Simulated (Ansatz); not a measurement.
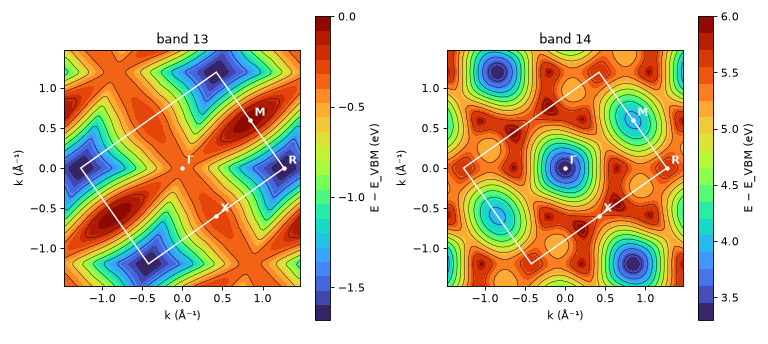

Two bands of KI in space group Pm-3m over the plane through Γ, R and M: the highest mostly filled and the lowest mostly empty one.

Theory: DFT PBE, scalar-relativistic, plane waves, PAW; levels and slopes on a dense k mesh at the converged density (Ansatz). No spin polarisation. Mesh 28×28×28, interpolated with the band slopes. Unrelaxed database geometry. The cell comes from a database of computed structures, not from a measurement.

Q: Give both levels and their distance at the named points.

A:
```json
{"point": "Γ", "lower band (eV)": "−0.36", "upper band (eV)": "3.33", "distance (eV)": "3.69"}
{"point": "R", "lower band (eV)": "−1.66", "upper band (eV)": "5.64", "distance (eV)": "7.30"}
{"point": "M", "lower band (eV)": "0.00", "upper band (eV)": "3.92", "distance (eV)": "3.92"}
{"point": "X", "lower band (eV)": "−0.29", "upper band (eV)": "5.49", "distance (eV)": "5.77"}
```

Q: Where are the band edges of the whole zone?

A: The valence band has three equivalent maxima at M, principal masses 0.35, 2.63 and 2.63 mₑ; the conduction band has one minimum at Γ, mass 0.29 mₑ in all directions. The gap is indirect, 3.33 eV at this level of theory (semilocal functionals give gaps that are too small, and can reorder valleys that lie close).

Spin-orbit coupling, left out here, can change the gap, its kind, the place of the band edges and the masses, since the compound holds I.
